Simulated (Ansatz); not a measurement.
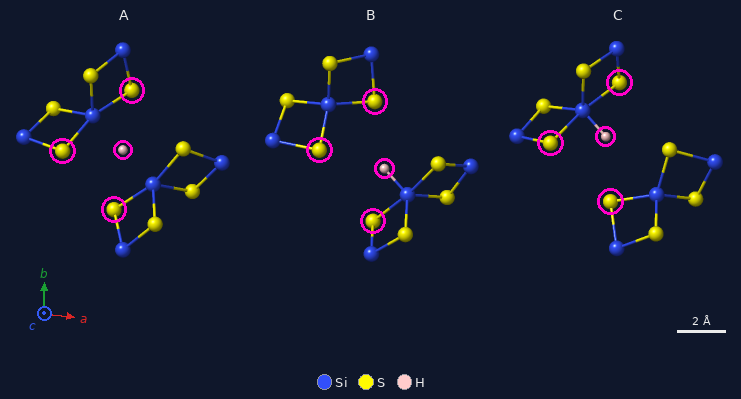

3 geometries from a converged minimum-energy path of a defect cell of composition Si₈HS₁₆ (cell charge −1) (25 atoms in the cell), shuffled. A ball-and-stick model of the atoms within 4.6 Å of the middle of the path, seen along the c axis. The atoms that move most are ringed. Bonds to atoms that aren't drawn are left out.

Method: Ansatz, DFT PBE, scalar-relativistic, plane waves, PAW. Set-up: plane-wave cutoff 420 eV; k-point mesh 2 × 2 × 2; Gaussian smearing 0.02 eV; 5 movable images; climbing image.

**Which of them lies highest in energy?**

A. In order along the path, whose images run from 0 to 6: C (image 1, +0.09 eV), A (image 3, +1.55 eV), B (image 6, 0.00 eV). The H atom travels furthest, 2.01 Å from end to end, along [1 −1 0], on a straight line. It doesn't move alone: S (1.24 Å), S (1.20 Å), S (1.20 Å), S (1.24 Å) move with it. Breaking: H–Si (1.48 → 3.61 Å). Forming: H–Si (3.61 → 1.48 Å).

Limits of the set-up: the periodic images lie only 8.5 Å apart, so the values are limited by the cell's size; the cell is charged, on a uniform background, and energies carry no finite-size correction.

Cost: 5.7 min on 4 threads of Intel(R) Xeon(R) Platinum 8488C (Sapphire Rapids) (shared host), peak memory 3.1 GiB.
